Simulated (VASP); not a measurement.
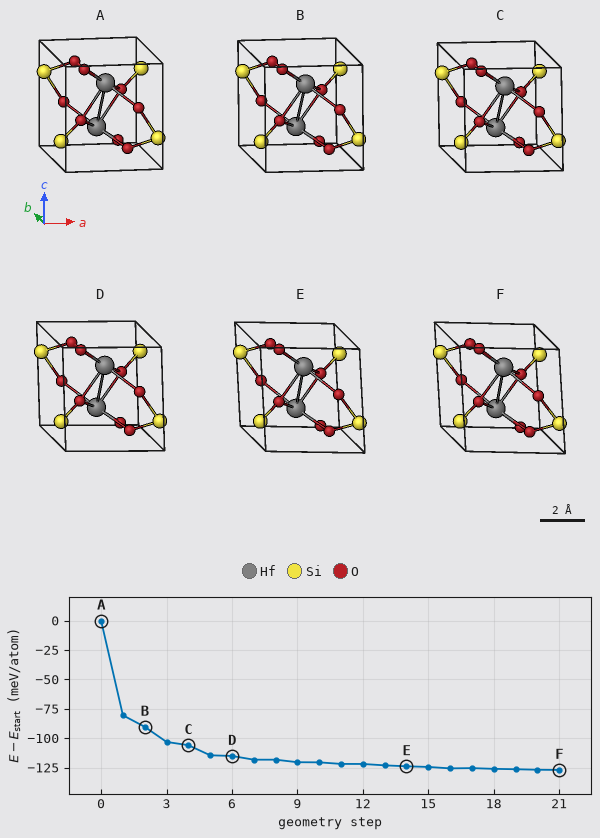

Frames of a relaxation of crystalline HfSiO4 (a generated structure, set up in P2/c), marked on the history of the run. The picture is a ball-and-stick view of the cell of the calculation, seen slightly off an axis.

The run lets cell and atoms move.

Level of theory: VASP, Kohn-Sham DFT of a periodic cell, PBE, VASP PAW PBE potentials, recommended.

Input file:
```
PREC     = Normal         # precision mode
ENCUT    = 520            # plane-wave cutoff, eV
EDIFF    = 1E-4           # SCF threshold, eV
ISMEAR   = 0              # smearing method
SIGMA    = 0.15           # smearing width, eV
LREAL    = Auto         
LASPH    = True           # aspherical terms in the spheres
NELM     = 60             # most SCF steps
ALGO     = Fast           # electronic algorithm
ISIF     = 3              # what is computed and relaxed
LWAVE    = False          # write WAVECAR
LCHARG   = False          # write CHGCAR
GGA      = PE             # functional
IBRION   = 2              # ionic algorithm
NSW      = 24             # ionic steps
EDIFFG   = -0.08          # ionic threshold
KPAR     = 2
```

Command:
```bash
cat potpaw_PBE.64/Hf_pv/POTCAR potpaw_PBE.64/Si/POTCAR potpaw_PBE.64/O/POTCAR > POTCAR
mpirun -np 2 vasp_std > vasp.out
```

> What happens along the run?

After 21 geometry steps the energy has fallen by 127 meV per atom. The largest force component goes from 2.6 to 0.06 eV/Å. Pressure: 2.38 GPa at the start and 0.13 GPa at the end. The largest moves relative to the cell, 0.23 Å, are those of Hf atoms. By element the largest moves are Hf 0.23 Å, O 0.20 Å, Si 0.08 Å. Cell: a 4.537 → 4.659 Å (+2.7 %), b 5.445 → 5.173 Å (−5.0 %), c 4.941 → 4.896 Å (−0.9 %), β 91.0° → 97.6°. Volume −4.1 %. Some distances before and after: Hf–O 3.103 → 2.612 Å, Hf–Hf 3.087 → 3.298 Å, O–Si 2.083 → 1.884 Å, Hf–O 2.045 → 2.196 Å. Bond angles that change, for instance: O–Si–O 81.4° → 94.0°, Hf–O–Si 123.2° → 111.7°, Hf–O–Si 126.7° → 116.2°. The space group stays P2/c (No. 13). It ran on 2 threads of Intel(R) Xeon(R) Platinum 8488C (Sapphire Rapids), with other jobs on the host. From step 0 to 2: Hf atoms move most (0.09 Å), volume +1.6 %, energy −90.3 meV per atom. From step 2 to 4: Si atoms move most (0.04 Å), volume −3.7 %, energy −15.6 meV per atom. From step 4 to 6: Si atoms move most (0.04 Å), volume +0.5 %, energy −9.2 meV per atom. From step 6 to 14: O atoms move most (0.07 Å), volume −1.5 %, energy −8.8 meV per atom. From step 14 to 21: Hf and O atoms move most (0.05 Å), volume −1.0 %, energy −3.1 meV per atom.

```
step  E − E(0), meV/atom  largest force component, eV/Å  pressure, GPa  volume, Å³/atom
   0                0.00                         2.5624           2.38           10.170
   1              -80.47                         0.9921          -7.60           10.390
   2              -90.29                         0.8170          -6.32           10.333
   3             -103.13                         0.3570           6.61            9.799
   4             -105.90                         0.3300           2.33            9.949
   5             -114.50                         0.2811           0.42            9.985
   6             -115.06                         0.3536          -0.03            9.996
   7             -118.23                         0.2592          -1.45           10.008
   8             -118.23                         0.2551          -1.39           10.008
   9             -120.39                         0.1559           1.02            9.896
  10             -120.49                         0.1403           1.15            9.875
  11             -121.83                         0.1429          -0.64            9.920
  12             -121.87                         0.1430          -0.81            9.927
  13             -123.06                         0.2293          -0.62            9.900
  14             -123.85                         0.4592          -0.16            9.851
  15             -124.40                         0.3954          -0.16            9.838
  16             -125.63                         0.1976          -0.09            9.797
  17             -125.41                         0.3199           0.20            9.715
  18             -126.02                         0.1850           0.11            9.758
  19             -126.36                         0.1200          -0.01            9.758
  20             -126.80                         0.1373          -0.24            9.757
  21             -126.96                         0.0602           0.13            9.748
```
